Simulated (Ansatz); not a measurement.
# A thicker film of ZnS (10-10) from two thinner ones

In a field along its normal an insulating film takes a dipole p. Written as a length, p/(ε₀AE), it should grow by 1 − 1/ε for each ångström added.

Set-up. Ansatz 0.2.0, plane waves with PAW datasets (its set soft_2), PBE; wurtzite films relaxed at a bulk in-plane lattice constant near the measured one, then held in weak fields of both signs with a dipole correction (A is the cell's area, E the outer field).

| run | distance between the outer atoms (Å) | p/(ε₀AE) (Å) |
| --- | --- | --- |
| 3 units | 8.180 | 8.496 |
| 4 units | 11.513 | 11.269 |
| 6 units | 18.201 | ? |

**Question.** What value belongs in the row marked “?”, and how far can the other rows tell?

Two rows fix a line: slope = (11.269 − 8.496) / (11.513 − 8.180) = 0.8320, intercept 1.6902. That slope means ε = 1/(1 − 0.8320) = 5.95. At 18.201 it gives 0.8320 × 18.201 + 1.6902 = 16.833 Å, beyond the rows fitted. Rounding of the rows alone allows about ±0.005 Å there; two rows can't show whether the line holds.

The run itself gives 16.820 Å: a miss of −0.013 Å, or 0.1 % of the value. The length is met to within 1 %, though ε is more sensitive than the length: the two thickest films give ε = 5.88.

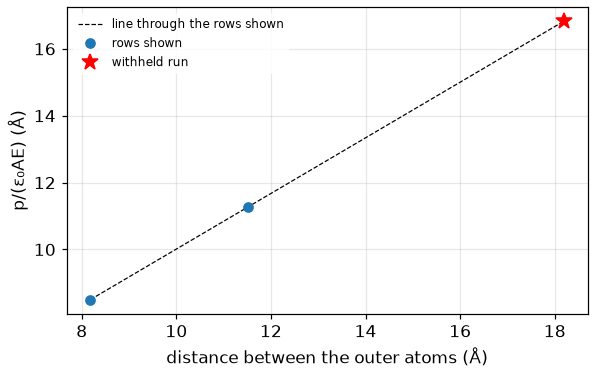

The fit and the withheld run.

**Limits.** This is the electronic response alone. A unit is one step of the cut along the normal (a plane, a pair of planes or a cell), and the layers relax along it, away from their bulk spacing where the functional's lattice constant differs from the one held.
